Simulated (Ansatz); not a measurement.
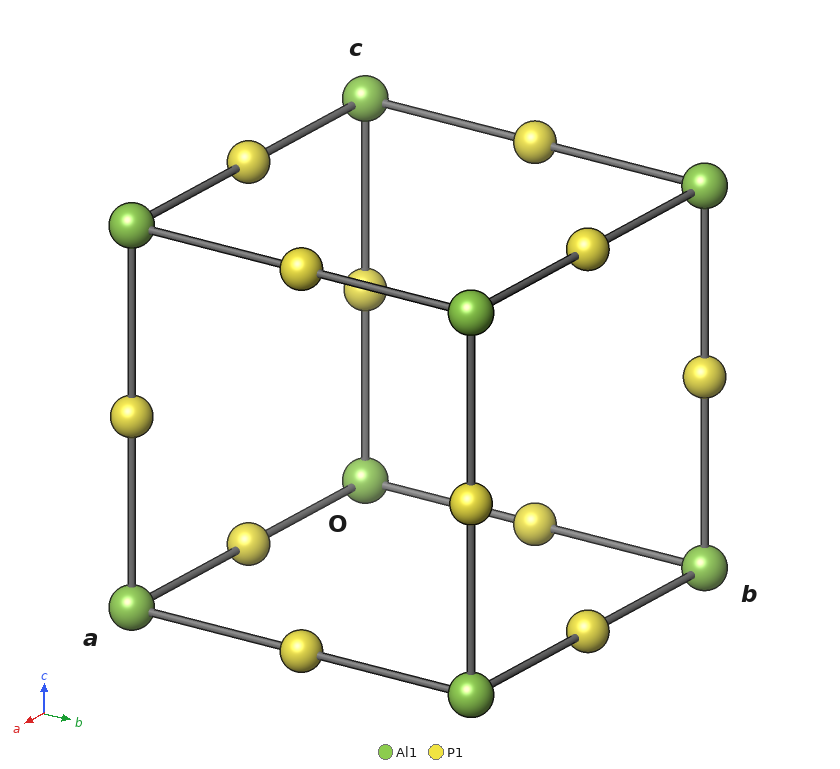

One unit cell; atoms that symmetry makes equivalent share a colour (atoms on faces, edges and corners are repeated). Crystal: AlP₃, the geometry relaxed with DFT PBE, scalar-relativistic, plane waves, PAW (Ansatz 0.2.0); the starting structure was generated, so it need not be a known form of this composition. All values are computed from the atomic coordinates in the standard setting (tolerance 0.002 Å).

a = 4.658 Å, b = 4.658 Å, c = 4.658 Å, α = 90.00°, β = 90.00°, γ = 90.00°; space group No. 221, Pm-3m.

One atom of each site: Al1 (0, 0, 0); P1 (1/2, 0, 0).

Give the multiplicity, Wyckoff letter and site symmetry of each site.

```tsv
site	Wyckoff	symmetry
Al1	1a	m-3m
P1	3d	4/mm.m
```

How many free positional parameters does the structure have?

0: Al1 0, P1 0.
